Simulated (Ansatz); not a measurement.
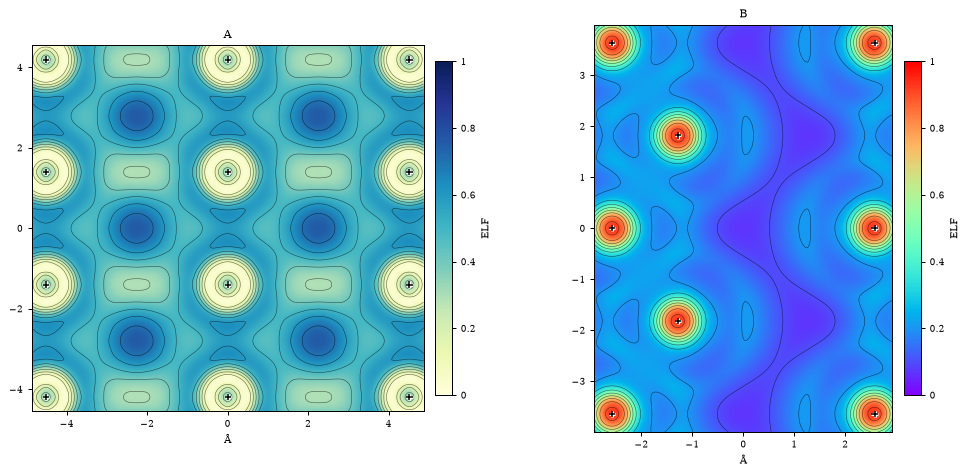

The ELF of 2 systems, each on a plane through atoms (crosses mark nuclei in the plane).

Computed with DFT, LDA (PW92), plane waves (420 eV) with PAW, scalar-relativistic (Ansatz).

System 1: Al, the (010) plane of the conventional cell. Space group P6/mmm; set up as Al, omega (AlB2-type); a generated structure, not necessarily the stable one; changed on purpose from its base cell (volume × 1.0); computed without spin polarisation.

```
CELL_PARAMETERS angstrom
4.51880 0.00000 0.00000
-2.25940 3.91340 0.00000
0.00000 0.00000 2.79585
ATOMIC_POSITIONS crystal
Al 0.00000 0.00000 0.00000
Al 0.33333 0.66667 0.50000
Al 0.66667 0.33333 0.50000
```

System 2: Cu, the (011) plane of the conventional cell. Space group Fd-3m; set up as Cu, diamond; a generated structure, not necessarily the stable one; changed on purpose from its base cell (volume × 1.0); computed without spin polarisation.

```xyz
8
Lattice="5.1489 0.0000 0.0000 0.0000 5.1489 0.0000 0.0000 0.0000 5.1489" Properties=species:S:1:pos:R:3 pbc="T T T"
Cu    3.8617    1.2872    1.2872
Cu    1.2872    3.8617    1.2872
Cu    1.2872    1.2872    3.8617
Cu    3.8617    3.8617    3.8617
Cu    2.5744    0.0000    0.0000
Cu    0.0000    2.5744    0.0000
Cu    0.0000    0.0000    2.5744
Cu    2.5744    2.5744    2.5744
```

**Which map belongs to which system?**

Panel A is system 1, Al: the plane holds Al. Al–Al (2.80 Å): the ELF peaks at about 0.65 between the atoms. Panel B is system 2, Cu: the plane holds Cu. Cu–Cu (2.23 Å): the ELF is about 0.20 at the midpoint; no shared electron pair shows on this line.
